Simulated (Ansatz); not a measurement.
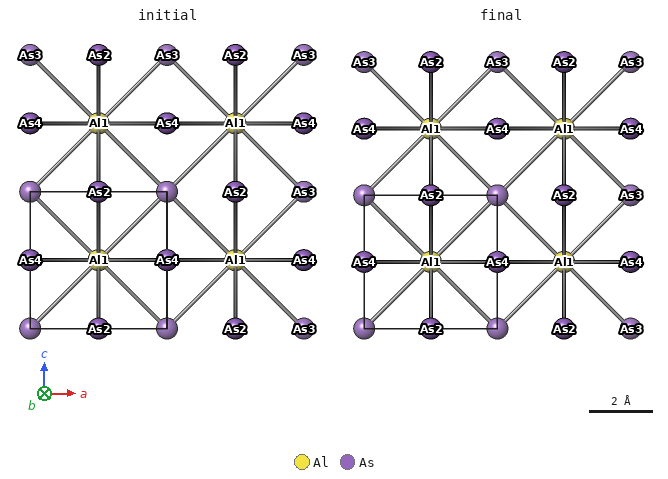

The structure of a crystal of AlAs3 (a generated structure, set up in Pm-3m) (coarse preliminary run) before (left) and after (right) a relaxation, at one scale.

The picture is a ball-and-stick view of the cell of the calculation, repeated 2 × 1 × 2 with one cell outlined, seen along the b axis.

Theory: Ansatz 0.2.0, DFT PBE, scalar-relativistic, plane waves, PAW. (plane-wave cutoff 420 eV; k-point mesh 4 × 4 × 4; occupations gaussian; smearing width 0.1 eV; no spin polarisation; cell and atoms relaxed; force threshold 0.04 eV/Å; at most 70 steps)

Question: Describe what moved and what it gained.

Answer: Over 3 accepted moves (4 points after the start) the energy falls by 0.113 eV per cell of the calculation. All forces vanish by symmetry, so only the cell relaxes. Pressure: −5.26 GPa at the start and −0.04 GPa at the end. At 1 point the geometry stayed and the basis and grid were re-selected for the new cell (energy shift of 0.8 meV per cell of the calculation at most each time). No atom moves by more than 0.005 Å relative to the cell. Cell: a = b = c 4.366 → 4.252 Å (−2.6 %). Volume −7.6 %. Among the contacts that change: Al1–As2 3.087 → 3.007 Å. The space group stays Pm-3m (No. 221). Cost: 7.4 s on 1 thread of Arm Neoverse V1, with other jobs on the host, peak memory 0.32 GiB.
